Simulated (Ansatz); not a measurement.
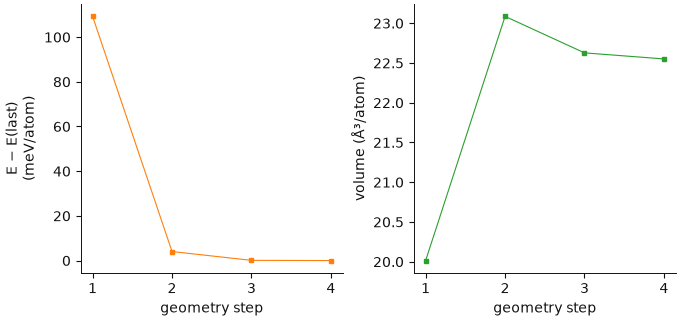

History of a geometry optimisation. Atoms and cell relax. A closing SCF on a freshly chosen basis isn't drawn.

- system: Hf (Fm-3m, 1 atom in the cell)
- method: DFT, PBE, PAW with Ansatz's default frozen-core files, scalar-relativistic (Ansatz 0.2.0); cutoff 420 eV, 13×13×13 k-mesh, Fermi–Dirac smearing of 0.05 eV

Q: How did it end, and what did it gain?

A: The optimisation met its thresholds at geometry 4, counting the start as the first. The energy fell by about 110 meV/atom from the first step to the last. All forces vanish by symmetry, so only the cell moves.

Q: Was the starting cell too large or too small?

A: The volume grows from 20.0 to 22.6 Å³ per atom (+13 %), overshooting to 23.1 at step 2. The start was compressed.
